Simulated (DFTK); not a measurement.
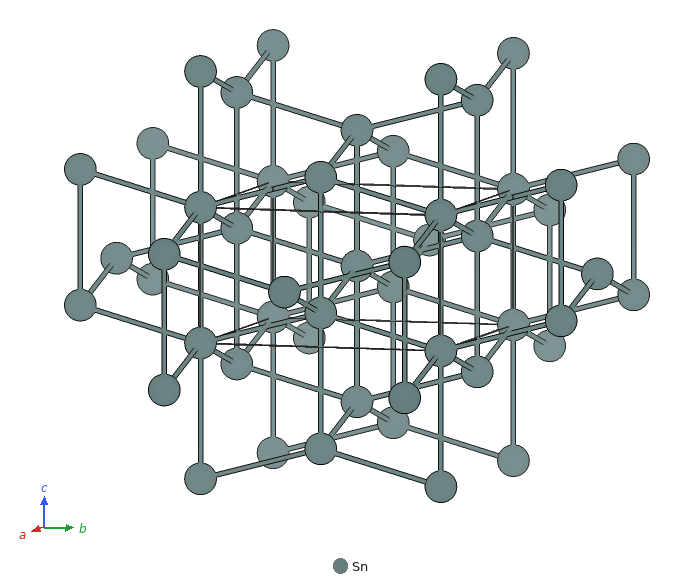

Sn, β-tin type, space group I4₁/amd (No. 141), a = 5.880 Å, b = 5.880 Å, c = 3.199 Å, α = 90.00°, β = 90.00°, γ = 90.00°. An orthographic ball-and-stick view of the structure, slightly off an axis. The parallelepiped is the conventional unit cell. Every bond is drawn to its end, so some atoms lie outside the box. This one geometry was run with seven functionals. The cell is a structure listed in the Materials Project.

Alike in all runs: DFTK 0.8.2; potentials SG15 1.2 (PBE); cutoff 1225 eV; k mesh 6 × 6 × 6 on the run's cell of 2 atoms; occupations fermi-dirac, width 0.05 eV; no spin polarisation; no spin-orbit coupling. All runs are metallic.

```tsv
level	pressure (GPa)
WC	-1.6
RPBE	3.5
PBEsol	-1.8
LDA	-4.0
PBE	1.4
AM05	?
BLYP	5.0
```

**What does AM05 give?**

Pressure -1.6 GPa. That is level with WC in pressure.

**Order the levels by the equilibrium volume that these pressures point to, smallest first.**

LDA (-4.0 GPa), PBEsol (-1.8 GPa), WC and AM05 (-1.6 GPa), PBE (1.4 GPa), RPBE (3.5 GPa), BLYP (5.0 GPa). A higher pressure at one volume points to a larger equilibrium volume, as long as the bulk moduli are alike; rows a few tenths of a GPa apart can't be told apart.

Caveat: the k mesh is coarse (spacing up to 0.37 Å⁻¹), so the values aren't converged; rows whose functional differs from that of their potentials carry a shift in pressure and volume, which can reorder them.
